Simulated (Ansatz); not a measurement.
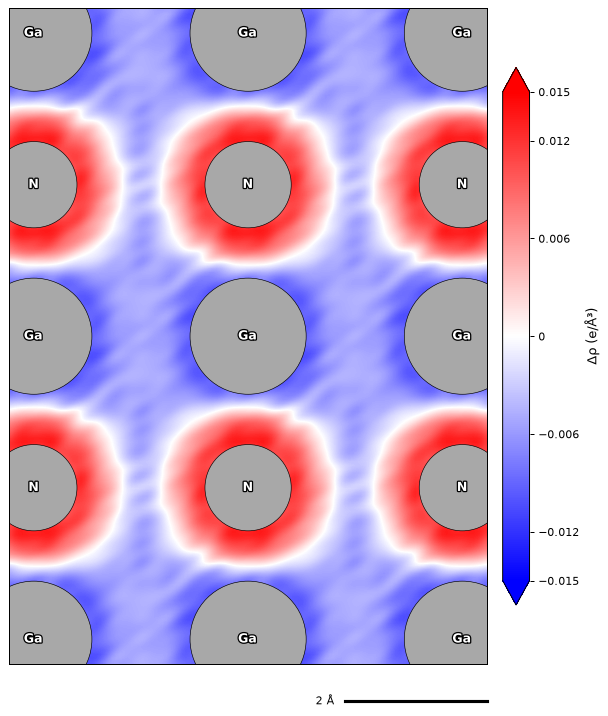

GaN. Difference of the valence pseudo-densities of two functionals at the same geometry, on the (011̄) plane of the calculation cell: r2SCAN less RPBE.

Space group Fm-3m; a structure from a database of computed crystals, not necessarily the ambient phase.

Both computed with Ansatz (plane waves, PAW), on the same k-point mesh. Grey discs cover the atomic cores.

```cif
data_structure
_symmetry_space_group_name_H-M 'P 1'
_symmetry_Int_Tables_number 1
_cell_length_a 3.0197
_cell_length_b 3.0197
_cell_length_c 3.0197
_cell_angle_alpha 60.000
_cell_angle_beta 60.000
_cell_angle_gamma 60.000
_cell_volume 19.47
loop_
_atom_site_label
_atom_site_type_symbol
_atom_site_fract_x
_atom_site_fract_y
_atom_site_fract_z
_atom_site_occupancy
Ga1 Ga 0.00000 0.00000 0.00000 1
N1 N 0.50000 0.50000 0.50000 1
```

Q: Where does the change of functional move the electrons?

A: Against RPBE, r2SCAN gives less density around Ga (−0.006 e/Å³ on average at 1.0 Å from the nucleus), more density around N (+0.011 e/Å³ on average at 0.8 Å from the nucleus) and less density in the space between the atoms (−0.003 e/Å³ on average).
